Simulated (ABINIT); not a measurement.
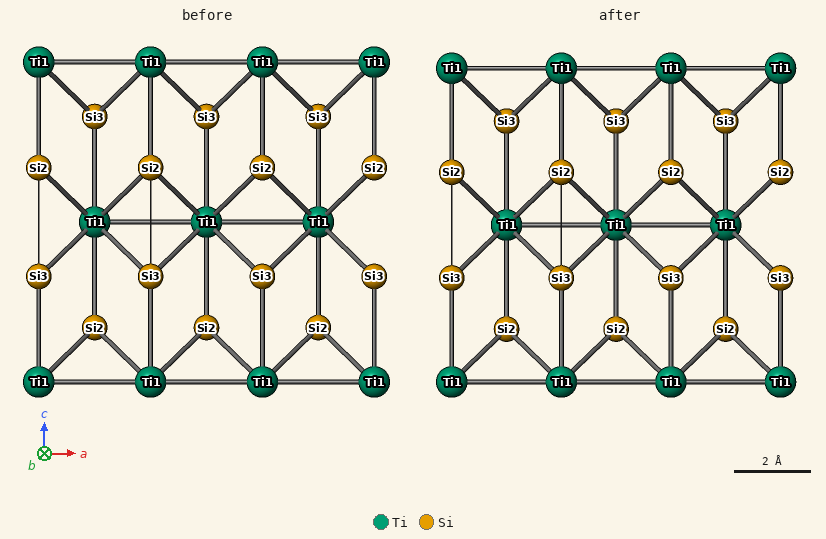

The structure of a crystal of TiSi₂ (set up in Immm) before (left) and after (right) a relaxation, at one scale.

A ball-and-stick model of the conventional cell (2 times the calculation's cell), repeated 3 × 1 × 1 with one cell outlined, seen along the b axis. Lengths and directions refer to the drawn axes.

The run lets cell and atoms move.

Method: Kohn-Sham DFT of a periodic cell, LDA, PseudoDojo NC SR LDA v0.4 stringent (ABINIT).

Input file:
```
pp_dirpath "./"
pseudos "Ti.upf, Si.upf"

acell 4.7793706975 4.7793706975 4.7793706975 Angstrom
rprim
    -0.3081727895     0.3582333551     0.8813049388
     0.3081727895    -0.3582333551     0.8813049388
     0.3081727895     0.3582333551    -0.8813049388
ntypat 2
znucl 22 14
natom 3
typat 1 2 2
chkprim 0
chksymtnons 0
tolsym 1.0e-6
xred
            0.0            0.0            0.0
   0.6700780000   0.6700780000            0.0
   0.3299220000   0.3299220000            0.0

ecut 42.0
ecutsm 0.5

kptopt 1
ngkpt 9 9 9
nshiftk 1
shiftk 0.0 0.0 0.0

ixc 7

nband 14
occopt 3
tsmear 0.05 eV

nstep 80
tolvrs 1.0e-12

iomode 3
prteig 0
prtebands 0
prtwf 0
prtden 0

ionmov 2
optcell 2
ntime 50
tolmxf 2.0e-5
dilatmx 1.08
```

Launched with:
```bash
mpirun --bind-to none -np 4 abinit run.abi > log 2>&1
```

**Describe what moved and what it gained.**

The largest moves relative to the cell, 0.012 Å, are those of Si2 and Si3. Si2 goes along −c. Ti stays in place. Cell: a 2.946 → 2.886 Å (−2.0 %), b 3.424 → 3.394 Å (−0.9 %), c 8.424 → 8.263 Å (−1.9 %). Volume −4.7 %. Some distances before and after: Ti1–Ti1 2.946 → 2.886 Å, Ti1–Si2 2.675 → 2.627 Å, Ti1–Si2 (another image) 2.779 → 2.739 Å. The space group stays Immm (No. 71). Over 14 geometry steps the energy falls by 15.5 meV per atom. Largest force component: 0.11 eV/Å at the start, 0.00011 eV/Å at the end. Pressure: −6.78 GPa at the start and 0.00 GPa at the end. Cost: 17 min on 4 threads of AMD EPYC 9R45 96-Core Processor (Zen 5) (shared host), peak memory 0.56 GiB.
